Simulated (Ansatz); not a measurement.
**Ni: a changed input and its effect**

System: Ni (Im-3m, 1 atom in the cell).
Method of the first run: DFT PBE, scalar-relativistic, plane waves, PAW, spin-polarised (Ansatz 0.2.0).

The structure was built on a prototype by a generator; it need not be a known phase. Text and figures count atoms from 1; the logs count them from 0 in places.

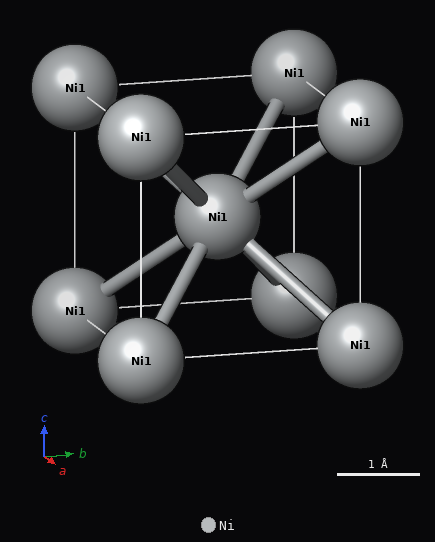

Figure 1. The input geometry (ball-and-stick view of the cell 2 times as large as that of the calculation, set on its symmetry axes, seen slightly off an axis; atoms are numbered from 1 in the order of the input). Near neighbours in the crystal (not all of them lie inside the picture): Ni has 8 Ni at 2.43 Å.

### Input, the first run
```yaml
crystal:
  lattice:
    - [-1.4028443891, 1.4028443891, 1.4028443891]
    - [1.4028443891, -1.4028443891, 1.4028443891]
    - [1.4028443891, 1.4028443891, -1.4028443891]
  atoms:
    - { symbol: Ni, position: [0.0, 0.0, 0.0], spin: 0.69 }
basis:
  ecutwfc: 420
  ecutrho_ratio: 4
kpoints:
  mp_grid: { grid: [10, 10, 10] }
hamiltonian:
  xc: pbe
scf:
  occupations: { method: gaussian, width: 0.05 }
output:
  forces: true
  stress: true
  eigenvalues: true
  populations: true
magnetization:
  spin_polarized: true
```

Hardware: 4 threads of an x86-64 CPU, shared host.

### Output, shortened to warnings, some set-up lines, iterations and results (the first run)
```
Basis set: ecut = 420 eV, 201 PW (Γ), exchange–correlation on 36×36×36 points (8 copies of the dense FFT grid, shifted against one another)
Symmetry: 48 space group operations
k-points: 47 of 1000
Initial density: superposition of atomic densities (chi_scale 0.1, normalization cell)
[...]
SCF iter   1: F=—  HF=-5838.800365 eV  |F-HF|=—  |Δ(HF+E_count)|=         —  Δρ=8.15e-2 (↑1.11e-2 ↓8.15e-2)  dr2=5.17e-1  dr2_m=1.54e-1  M=0.822 μB ∫|m|=0.861 μB  β_m=0.30  …
SCF iter   2: F=—  HF=-5838.746826 eV  |F-HF|=—  |Δ(HF+E_count)|=   5.35e-2  Δρ=4.87e-2 (↑4.87e-2 ↓2.24e-2)  dr2=2.45e-1  dr2_m=2.34e-2  M=0.727 μB ∫|m|=0.772 μB  β_m=0.26  …
SCF iter   3: F=—  HF=-5838.959484 eV  |F-HF|=—  |Δ(HF+E_count)|=   2.13e-1  Δρ=2.40e-2 (↑2.40e-2 ↓9.54e-3)  dr2=2.56e-2  dr2_m=1.73e-2  M=0.727 μB ∫|m|=0.774 μB  β_m=0.57  …
SCF iter   4: F=—  HF=-5839.520252 eV  |F-HF|=—  |Δ(HF+E_count)|=   5.61e-1  Δρ=2.01e-2 (↑1.56e-2 ↓2.01e-2)  dr2=8.03e-2  dr2_m=1.50e-3  M=0.670 μB ∫|m|=0.731 μB  β_m=0.44  …
SCF iter   5: F=—  HF=-5839.590456 eV  |F-HF|=—  |Δ(HF+E_count)|=   7.02e-2  Δρ=2.94e-3 (↑2.26e-3 ↓2.94e-3)  dr2=2.29e-4  dr2_m=4.71e-4  M=0.663 μB ∫|m|=0.728 μB  β_m=0.57  …
SCF iter   6: F=—  HF=-5839.617454 eV  |F-HF|=—  |Δ(HF+E_count)|=   2.70e-2  Δρ=8.76e-3 (↑5.03e-3 ↓8.76e-3)  dr2=9.99e-4  dr2_m=4.77e-3  M=0.616 μB ∫|m|=0.686 μB  β_m=0.57  …
SCF iter   7: F=-5839.615797 eV  HF=-5839.617821 eV  |F-HF|=2.02e-3  |Δ(HF+E_count)|=   3.66e-4  Δρ=5.77e-3 (↑9.71e-4 ↓5.77e-3)  dr2=2.14e-3  dr2_m=9.54e-4  M=0.603 μB …
SCF iter   8: F=-5839.617581 eV  HF=-5839.616587 eV  |F-HF|=9.94e-4  |Δ(HF+E_count)|=   1.23e-3  Δρ=2.02e-3 (↑9.72e-4 ↓2.02e-3)  dr2=5.14e-4  dr2_m=3.72e-5  M=0.601 μB …
SCF iter   9: F=-5839.617690 eV  HF=-5839.617733 eV  |F-HF|=4.27e-5  |Δ(HF+E_count)|=   1.15e-3  Δρ=2.17e-3 (↑3.69e-4 ↓2.17e-3)  dr2=3.59e-4  dr2_m=1.05e-4  M=0.604 μB …
SCF iter  10: F=-5839.617880 eV  HF=-5839.617880 eV  |F-HF|=5.77e-8  |Δ(HF+E_count)|=   1.47e-4  Δρ=1.42e-4 (↑2.41e-5 ↓1.42e-4)  dr2=1.57e-6  dr2_m=3.99e-7  M=0.606 μB …
SCF iter  11: F=-5839.617881 eV  HF=-5839.617881 eV  |F-HF|=6.92e-9  |Δ(HF+E_count)|=   1.04e-6  Δρ=2.40e-5 (↑4.22e-6 ↓2.40e-5)  dr2=3.92e-8  dr2_m=1.60e-8  M=0.606 μB …
SCF iter  12: F=-5839.617881 eV  HF=-5839.617881 eV  |F-HF|=1.54e-9  |Δ(HF+E_count)|=   1.22e-8  Δρ=4.13e-6 (↑4.13e-6 ↓1.72e-6)  dr2=1.80e-9  dr2_m=2.53e-10  M=0.606 μB …
SCF 1 converged in 12 iterations: F = -5839.617881 eV  dr2 = 1.80e-9
at 1 of the mixer's solves, the last at iteration 6, it left a direction of its history that read negative out of its fit and stepped the other way along it
SCF converged after 12 iterations
Magnetization: 0.6061 μB (9.3031 up, 8.6969 down)
Absolute magnetization: 0.6752 μB (∫|ρ↑−ρ↓|, with the PAW one-centre terms)
Spin contamination: 0.0054 ħ² per cell (⟨S²⟩ above its minimum at these occupations)
Per-site moments (μB) at R_I (Å): [(0.6377684483193611, 1.0022915747765757)]
Free energy (F): -5839.617881 eV
Harris-Foulkes:  -5839.617881 eV  (|F-HF|=1.54e-9)
Internal energy: -5839.615157 eV  (E = F + TS)
E sigma→0 (E₀):  -5839.616519 eV
Entropy (-TS):   -0.002724 eV (-2.724 meV/atom)
Fermi energy:    17.732816 eV
--- Per-component energies (eV) ---
  E_band       = -288.394240
  E_kinetic    = 282.152238
  E_local      = -3463.669962  (includes V_loc(G=0)·N_el)
  E_nonlocal   = 636.754414
  E_hartree    = 1446.098334
  E_xc         = -84.570825
  E_vxc        = -109.039200  (∫ρ·V_xc dr)
  E_paw        = -1630.600674  (= ΣΔE_a)
  E_vpaw       = -526.792198  (= ΣTr[D̂ρ^β])
  E_aug_tail   = 0.000531  (compensation charges beyond the density's cutoff)
  E_ewald      = -3025.779212
  E_smearing   = -0.002724  (= −TS)
  E_closure    = 0.000000  (closes the sum)
  Σ components = -5839.617881   (vs F -5839.617881, Δ=0.00e0)
--- Forces (eV/Å), atoms counted from 1 ---
  atom   1  Ni    -0.00000000     0.00000000    -0.00000000
  max |Σ_I F_I| component: 1.40e-31 eV/Å
--- Stress (GPa, compression-positive) ---
       -0.533716       0.000000       0.000000
        0.000000      -0.533716      -0.000000
       -0.000000      -0.000000      -0.533716
  P = ⅓ Tr σ = -0.5337 GPa (-5.337 kbar)
--- Löwdin populations: 1 site ---
  site symbol       q [e]    m [muB]
     0     Ni     17.7820     0.6309
  spilling = 0.012112 (of n_electrons = 18.000000)
```

The input of the second run differs as follows (lines with − go, lines with + come):
```diff
-    - [-1.4028443891, 1.4028443891, 1.4028443891]
-    - [1.4028443891, -1.4028443891, 1.4028443891]
-    - [1.4028443891, 1.4028443891, -1.4028443891]
+    - [-1.3969149756, 1.3969149756, 1.3969149756]
+    - [1.3969149756, -1.3969149756, 1.3969149756]
+    - [1.3969149756, 1.3969149756, -1.3969149756]
-    - { symbol: Ni, position: [0.0, 0.0, 0.0], spin: 0.69 }
+    - { symbol: Ni, position: [0.0, 0.0, 0.0], spin: 0.8 }
```

What does this change do to the results?

With the same functional and potentials, the second run lies 0.6 meV per atom higher. The pressure goes from −0.53 to 1.92 GPa. The volume per atom goes from 11.04 to 10.90 Å³. The number of SCF iterations is the same.

### Output, shortened to warnings, some set-up lines, iterations and results (the second run)
```
Basis set: ecut = 420 eV, 201 PW (Γ), exchange–correlation on 36×36×36 points (8 copies of the dense FFT grid, shifted against one another)
Symmetry: 48 space group operations
k-points: 47 of 1000
Initial density: superposition of atomic densities (chi_scale 0.1, normalization cell)
[...]
SCF iter   1: F=—  HF=-5838.784746 eV  |F-HF|=—  |Δ(HF+E_count)|=         —  Δρ=6.88e-2 (↑2.19e-2 ↓6.88e-2)  dr2=5.53e-1  dr2_m=5.76e-2  M=0.822 μB ∫|m|=0.861 μB  β_m=0.30  …
SCF iter   2: F=—  HF=-5838.727539 eV  |F-HF|=—  |Δ(HF+E_count)|=   5.72e-2  Δρ=3.93e-2 (↑3.93e-2 ↓3.26e-2)  dr2=2.51e-1  dr2_m=5.14e-3  M=0.727 μB ∫|m|=0.771 μB  β_m=0.25  …
SCF iter   3: F=—  HF=-5838.906525 eV  |F-HF|=—  |Δ(HF+E_count)|=   1.79e-1  Δρ=1.69e-2 (↑1.69e-2 ↓1.29e-2)  dr2=2.86e-2  dr2_m=4.02e-3  M=0.727 μB ∫|m|=0.774 μB  β_m=0.61  …
SCF iter   4: F=—  HF=-5839.499131 eV  |F-HF|=—  |Δ(HF+E_count)|=   5.93e-1  Δρ=2.55e-2 (↑1.75e-2 ↓2.55e-2)  dr2=1.13e-1  dr2_m=3.05e-3  M=0.672 μB ∫|m|=0.730 μB  β_m=0.16  …
SCF iter   5: F=—  HF=-5839.110306 eV  |F-HF|=—  |Δ(HF+E_count)|=   3.89e-1  Δρ=8.80e-3 (↑6.88e-3 ↓8.80e-3)  dr2=2.24e-3  dr2_m=2.80e-3  M=0.726 μB ∫|m|=0.774 μB  β_m=0.43  …
SCF iter   6: F=—  HF=-5839.588112 eV  |F-HF|=—  |Δ(HF+E_count)|=   4.78e-1  Δρ=7.10e-3 (↑6.81e-3 ↓7.10e-3)  dr2=1.77e-4  dr2_m=4.63e-3  M=0.660 μB ∫|m|=0.723 μB  β_m=0.41  …
SCF iter   7: F=-5839.602375 eV  HF=-5839.572183 eV  |F-HF|=3.02e-2  |Δ(HF+E_count)|=   1.59e-2  Δρ=1.26e-2 (↑8.53e-3 ↓1.26e-2)  dr2=2.57e-2  dr2_m=8.27e-4  M=0.641 μB …
SCF iter   8: F=-5839.616935 eV  HF=-5839.615989 eV  |F-HF|=9.46e-4  |Δ(HF+E_count)|=   4.38e-2  Δρ=2.22e-3 (↑2.22e-3 ↓1.41e-3)  dr2=6.48e-4  dr2_m=4.32e-5  M=0.592 μB …
SCF iter   9: F=-5839.617250 eV  HF=-5839.617212 eV  |F-HF|=3.76e-5  |Δ(HF+E_count)|=   1.22e-3  Δρ=6.51e-4 (↑6.51e-4 ↓3.85e-4)  dr2=5.56e-5  dr2_m=3.55e-6  M=0.596 μB …
SCF iter  10: F=-5839.617280 eV  HF=-5839.617280 eV  |F-HF|=6.49e-7  |Δ(HF+E_count)|=   6.85e-5  Δρ=8.95e-5 (↑3.88e-5 ↓8.95e-5)  dr2=9.22e-7  dr2_m=8.87e-8  M=0.597 μB …
SCF iter  11: F=-5839.617280 eV  HF=-5839.617280 eV  |F-HF|=6.28e-8  |Δ(HF+E_count)|=   5.17e-8  Δρ=2.67e-5 (↑1.25e-5 ↓2.67e-5)  dr2=9.57e-8  dr2_m=5.60e-9  M=0.597 μB …
SCF iter  12: F=-5839.617280 eV  HF=-5839.617280 eV  |F-HF|=2.80e-10  |Δ(HF+E_count)|=   7.42e-9  Δρ=2.52e-6 (↑9.81e-7 ↓2.52e-6)  dr2=5.29e-10  dr2_m=1.86e-10  M=0.597 μB …
SCF 1 converged in 12 iterations: F = -5839.617280 eV  dr2 = 5.29e-10
at 1 of the mixer's solves, the last at iteration 6, it left a direction of its history that read negative out of its fit and stepped the other way along it
SCF converged after 12 iterations
Magnetization: 0.5966 μB (9.2983 up, 8.7017 down)
Absolute magnetization: 0.6642 μB (∫|ρ↑−ρ↓|, with the PAW one-centre terms)
Spin contamination: 0.0053 ħ² per cell (⟨S²⟩ above its minimum at these occupations)
Per-site moments (μB) at R_I (Å): [(0.6275757989392204, 0.9980551810321285)]
Free energy (F): -5839.617280 eV
Harris-Foulkes:  -5839.617280 eV  (|F-HF|=2.80e-10)
Internal energy: -5839.614474 eV  (E = F + TS)
E sigma→0 (E₀):  -5839.615877 eV
Entropy (-TS):   -0.002806 eV (-2.806 meV/atom)
Fermi energy:    18.016648 eV
--- Per-component energies (eV) ---
  E_band       = -283.689925
  E_kinetic    = 282.404241
  E_local      = -3442.753651  (includes V_loc(G=0)·N_el)
  E_nonlocal   = 636.639936
  E_hartree    = 1437.903756
  E_xc         = -84.698373
  E_vxc        = -109.212879  (∫ρ·V_xc dr)
  E_paw        = -1630.488280  (= ΣΔE_a)
  E_vpaw       = -526.577303  (= ΣTr[D̂ρ^β])
  E_aug_tail   = 0.000480  (compensation charges beyond the density's cutoff)
  E_ewald      = -3038.622582
  E_smearing   = -0.002806  (= −TS)
  E_closure    = 0.000000  (closes the sum)
  Σ components = -5839.617280   (vs F -5839.617280, Δ=0.00e0)
--- Forces (eV/Å), atoms counted from 1 ---
  atom   1  Ni    -0.00000000     0.00000000     0.00000000
  max |Σ_I F_I| component: 8.22e-32 eV/Å
--- Stress (GPa, compression-positive) ---
        1.918211      -0.000000      -0.000000
       -0.000000       1.918211       0.000000
       -0.000000      -0.000000       1.918211
  P = ⅓ Tr σ = 1.9182 GPa (19.182 kbar)
--- Löwdin populations: 1 site ---
  site symbol       q [e]    m [muB]
     0     Ni     17.7820     0.6207
  spilling = 0.012109 (of n_electrons = 18.000000)
```

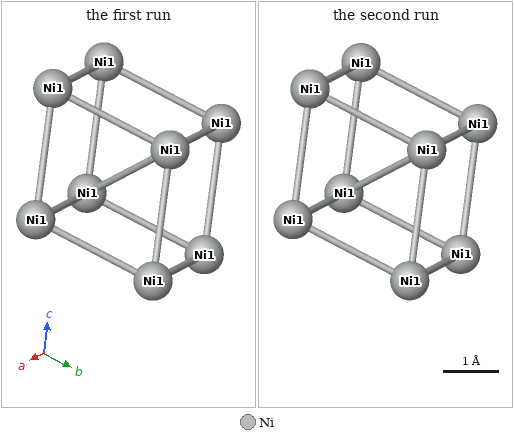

Figure 2. The two input geometries at one scale (ball-and-stick view of the cell of the calculation, seen slightly off an axis). No atom moves by more than 0.005 Å relative to the cell. The volume changes by −1.3 %, with a = b = c 2.430 → 2.420 Å (−0.4 %). Among the contacts that change: Ni1–Ni1 2.430 → 2.420 Å.

### The two runs side by side

| quantity | the first run | the second run |
| --- | --- | --- |
| outcome | converged | converged |
| free energy per atom (eV) | −5839.6179 | −5839.6173 |
| energy per atom, smearing taken to zero (eV) | −5839.6165 | −5839.6159 |
| gap on the mesh (eV) | 0.00 | 0.00 |
| net moment of the cell (μB) | 0.61 | 0.60 |
| absolute moment of the cell (μB) | 0.68 | 0.66 |
| pressure (GPa) | −0.53 | 1.92 |
| volume per atom (Å³) | 11.04 | 10.90 |
| largest force (eV/Å) | 0.000 | 0.000 |
| SCF iterations | 12 | 12 |
| irreducible k-points | 47 | 47 |
| plane waves at Γ | 201 | 201 |
| wall time (shared host) | 0.59 s | 0.57 s |
